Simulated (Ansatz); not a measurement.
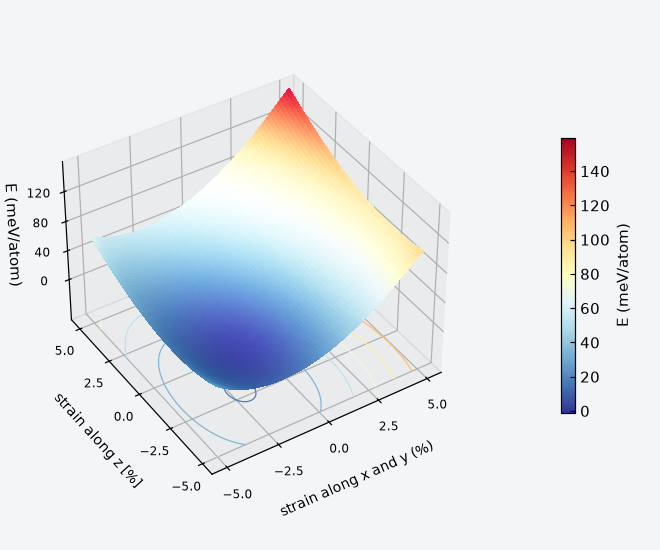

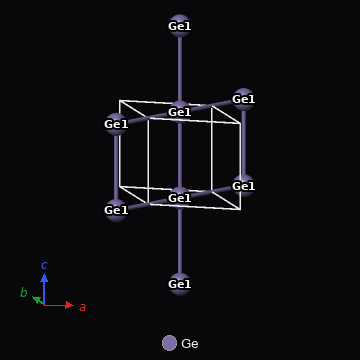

Energy landscape of Ge (Cmmm, No. 65; 1 atom in the cell). 
- The cell is strained homogeneously, by one strain along x and y and another along z, with fractional coordinates fixed (x along [1 0 0], z along [0 0 1] of the conventional cell).
- The first coordinate is: strain along x and y; the second: strain along z.
- The grid has 5 × 5 points.
- Points are written as (first, second).
- Energies are in meV/atom, from the lowest grid point.
- The reference cell is the one listed in the database, not relaxed at this level.
- All numbers below come from DFT PBEsol, scalar-relativistic, plane waves, PAW in Ansatz 0.2.0. Settings: cutoff 420 eV, k-mesh 20×20×18 in the order of the run's cell vectors, gaussian smearing 0.15 eV, no spin polarisation.

In the figure: a relief with its contours projected below. Between grid points the surface is interpolated. The second picture is the reference structure.

Question: Where are the wells?

Answer: The lowest grid point is at (−2.5 %, −2.5 %). It is the only kind of minimum in the scanned range. The highest grid point, (5.0 %, 5.0 %), lies 160 meV/atom above the lowest. Round the minimum the two coordinates are nearly uncoupled.
